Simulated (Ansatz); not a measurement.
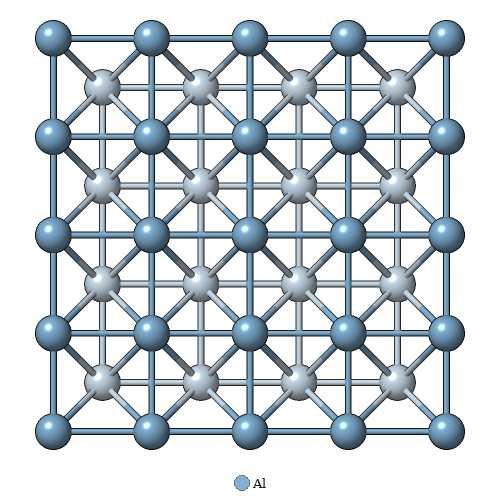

The system is N on an Al(100) slab cut from the Fm-3m phase, its upper half relaxed before the scan (12 atoms of substrate and one adsorbate in a 2 × 2 cell); the picture shows it without the atoms that are moved over the map. 
- N is moved over the surface cell; relaxed at each place: the height of the adsorbate's atoms; substrate rigid; the origin of the map has the adsorbate above Al9.
- Places are given modulo a cell vector. The map is drawn in real space over the plane of the surface.
- The grid has 6 × 6 points; 10 points were computed and 26 follow by symmetry.
- Places are given in fractions of the 1 × 1 surface cell.
- All energies are given in eV relative to the lowest grid point.
- At some places the adsorbate sinks to or below the level of the top layer.
- Theory: Ansatz 0.2.0, DFT PBE, scalar-relativistic, plane waves, PAW. Settings: cutoff 420 eV, k-mesh 5×5×1, gaussian smearing 0.1 eV, no spin polarisation.

Range: position of N13 along the first surface vector from 0.000 to 0.833; position of N13 along the second surface vector from 0.000 to 0.833.

Question: What landscape does the calculation give?

Answer: The lowest grid point is at a place at or below the level of the top layer, (3/6, 3/6) of the cell vectors. The highest grid point, the top site over a surface Al atom, (0/6, 0/6) of the cell vectors, lies 3.55 eV above the lowest. At the lowest point the adsorbate has 4 Al at 2.02 Å as nearest neighbours, at the highest 1 Al at 1.75 Å. Its relaxed height above the top atom is 0.04 Å at the lowest and 1.75 Å at the highest point.

```tsv
second ↓, first →	0/6	1/6	2/6	3/6	4/6	5/6
5/6	3.32	3.10	2.31	1.18	2.31	3.10
4/6	2.50	2.31	1.63	0.66	1.63	2.31
3/6	1.32	1.18	0.66	0.00	0.66	1.18
2/6	2.50	2.31	1.63	0.66	1.63	2.31
1/6	3.32	3.10	2.31	1.18	2.31	3.10
0/6	3.55	3.32	2.50	1.32	2.50	3.32
```

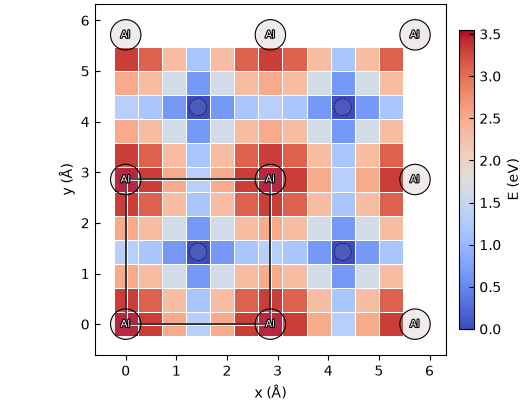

In the figure: one coloured cell a grid point, labelled circles for the atoms of the top layer and small ones for the second layer, the outline of one cell of the 2 × 2 shown.

Each point was launched as `ansatz run input.yaml --threads 4 --pin off --max-ram 12288MiB --backend cpu --events-out ev --progress --plain --runs-dir out`. The whole map (10 points run) took 3.2 min on 4 threads of Arm Neoverse V1 (shared host).
